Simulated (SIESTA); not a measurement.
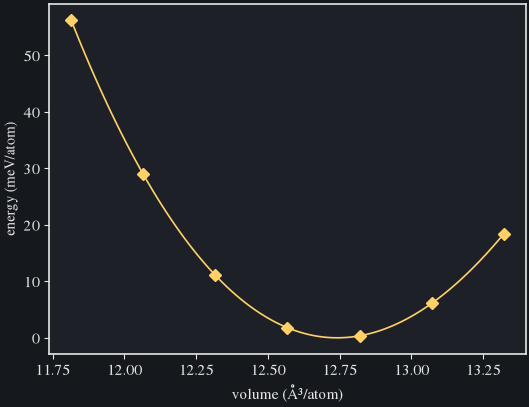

Plotted: energy against volume for HfC, space group Fm-3m (No. 225).

Structure:
```
CELL_PARAMETERS angstrom
0.00000 2.32500 2.32500
2.32500 0.00000 2.32500
2.32500 2.32500 0.00000
ATOMIC_POSITIONS crystal
Hf 0.50000 0.50000 0.50000
C 0.00000 0.00000 0.00000
```

How it was computed, with SIESTA 5.4.2: DFT in numerical atomic orbitals with pseudopotentials, no spin polarisation; energies at scaled volumes of the given cell, shape and fractions fixed, counted from the fit's minimum, third-order Birch-Murnaghan fit. Level: PBE.

```csv
setting,value
k mesh,10×10×10
occupations,Fermi–Dirac
smearing width,0.05 eV
potentials,"PseudoDojo 0.4 standard, converted to PSML, two zetas on semicore shells"
program settings,"basis DZP, mesh cutoff 800 Ry"
```

From this curve and the settings, what does the calculation give for the pressure at the same points?

The pressure falls from 20.59 GPa at volume 11.81 Å³/atom to −9.86 GPa at 13.32 Å³/atom, and changes sign near 12.74 Å³/atom.

| volume (Å³/atom) | pressure (GPa) |
| --- | --- |
| 11.81 | 20.59 |
| 12.07 | 14.36 |
| 12.32 | 8.62 |
| 12.57 | 3.33 |
| 12.82 | −1.43 |
| 13.07 | −5.82 |
| 13.32 | −9.86 |

Caveats: mulliken charges of long orbitals; short basis over semicore shells.
